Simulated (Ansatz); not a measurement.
System: KBr, space group P6_3/mmc (No. 194) (cell built by us, not taken from a database).

Input of the run:
```
crystal:
  lattice:
    - [5.6185806599, 0.0, 0.0]
    - [-2.80929033, 4.8658335847, 0.0]
    - [0.0, 0.0, 6.5538331369]
  atoms:
    - { symbol: K, position: [0.3333333333, 0.6666666667, -0.0625] }
    - { symbol: K, position: [0.6666666667, 0.3333333333, 0.4375] }
    - { symbol: Br, position: [0.3333333333, 0.6666666667, 0.4375] }
    - { symbol: Br, position: [0.6666666667, 0.3333333333, 0.9375] }
kpoints:
  mp_grid: { grid: [6, 6, 4] }
hamiltonian:
  xc: pbe
scf:
  occupations: { method: fixed }
dielectric: {}
```

Command:
```bash
ansatz run input.yaml --threads 2 --pin off --max-ram 2211MiB --backend cpu --events-out ev --progress --plain --runs-dir out
```

Computed with Ansatz 0.2.0: Born effective charges by linear response at the zone centre, in units of the proton charge, Cartesian axes of the given cell; DFT, PBE, plane waves, PAW. Level: PBE, no spin polarisation.

periodic directions 3; potentials PAW; wave cutoff 420 eV; k mesh 6×6×4.

Predict the mean Born effective charge of each atom. The cases: K 1; K 2; Br 1; Br 2.

All are equal in size, 1.06 e, and the charges add up to 0.00 e. The diagonal components of each atom differ by at most 0.15 e. The Born charge xx, in e, is 1.014 for K 1, 1.014 for K 2, −1.014 for Br 1 and −1.014 for Br 2. The Born charge zz, in e, is 1.161 for K 1, 1.161 for K 2, −1.161 for Br 1 and −1.161 for Br 2.

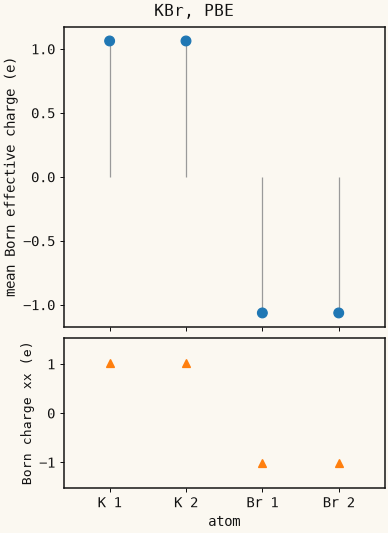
